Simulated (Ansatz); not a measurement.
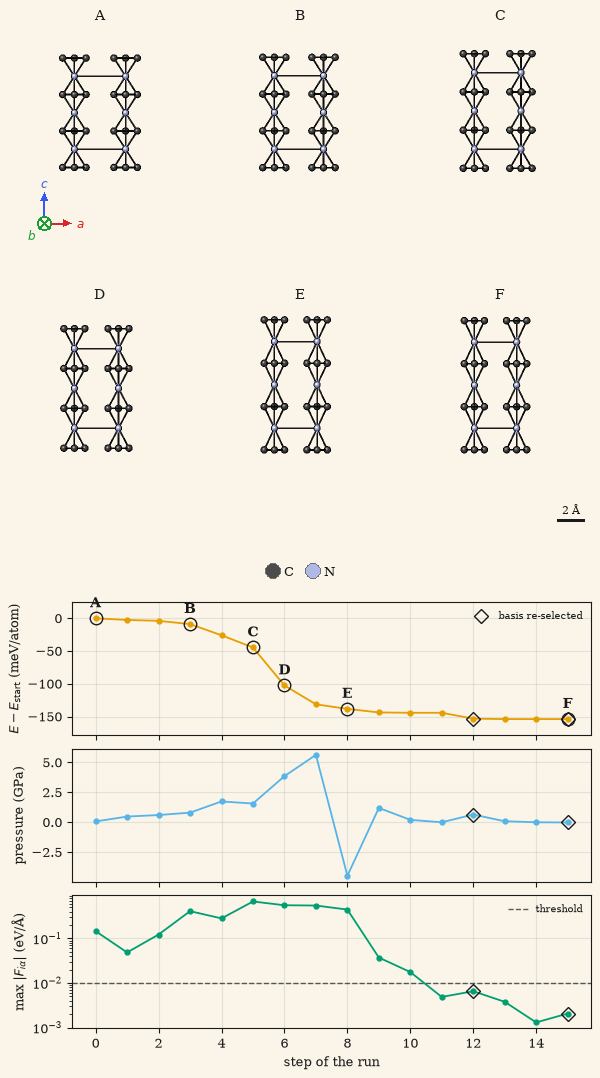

Frames of a relaxation of a crystal of C3N (a generated structure, set up in P6_3/mcm), marked on the history of the run. Style: ball-and-stick. Shown: the cell of the calculation, along the b axis.

Theory: Ansatz, DFT PBE, scalar-relativistic, plane waves, PAW.

Input file:
```yaml
crystal:
  lattice:
    - [4.4699171801, 0.0, 0.0]
    - [-2.23495859, 3.8710618308, 0.0]
    - [0.0, 0.0, 5.5125481427]
  atoms:
    - { symbol: C, position: [0.7723291392, 0.0, 0.75] }
    - { symbol: C, position: [0.7723291392, 0.7723291392, 0.25] }
    - { symbol: C, position: [0.2276708608, 0.0, 0.25] }
    - { symbol: C, position: [0.2276708608, 0.2276708608, 0.75] }
    - { symbol: C, position: [0.0, 0.7723291392, 0.75] }
    - { symbol: C, position: [0.0, 0.2276708608, 0.25] }
    - { symbol: "N", position: [0.0, 0.0, 0.5] }
    - { symbol: "N", position: [0.0, 0.0, 0.0] }
basis:
  ecutwfc: 420
kpoints:
  mp_grid: { grid: [12, 12, 8] }
hamiltonian:
  xc: pbe
scf:
  occupations: { method: gaussian, width: 0.1 }
output:
  forces: true
  stress: true
  eigenvalues: true
  write_density: true
  write_potential: true
  elf: true
  volumetric_format: npy
relax:
  adjacent_minimum: "off"
  f_tol: 0.01
  max_steps: 80
  cell: { stress_tol: 0.05 }
```

Launched with:
```bash
ansatz run input.yaml --threads 1 --pin off --max-ram 2560MiB --backend cpu --events-out ev --progress --plain --runs-dir out
```

Describe the path.

The largest moves relative to the cell, 0.038 Å, are those of C1, C2, C3, C4, C5 and C6. C2 goes along [−1 −1 0]. N stays in place. Cell: a = b 4.470 → 3.688 Å (−17.5 %), c 5.513 → 6.506 Å (+18.0 %). Volume −19.6 %. Some distances before and after: C1–C4 1.763 → 1.521 Å, C1–N7 1.713 → 1.848 Å. Bond angles that change, for instance: N7–C2–N8 107.1° → 123.3°, C1–N8–C2 118.1° → 131.4°, C3–C2–N7 59.0° → 65.7°. The space group stays P6_3/mcm (No. 193). The energy falls by 154 meV per atom in 13 accepted moves (15 points after the start). The largest force component goes from 0.15 to 0.0021 eV/Å. Pressure: 0.07 GPa at the start and −0.01 GPa at the end. At 2 points the geometry stayed and the basis and grid were re-selected for the new cell (energy shift of 8.9 meV per atom at most each time). From step 0 to 3: C atoms move most (0.04 Å), volume −7.2 %, energy −8.8 meV per atom. From step 3 to 5: volume −6.6 %, energy −35.7 meV per atom. From step 5 to 6: volume −6.5 %, energy −57.9 meV per atom. From step 6 to 8: volume +2.0 %, energy −35.8 meV per atom. From step 8 to 15: volume −2.9 %, energy −15.5 meV per atom.
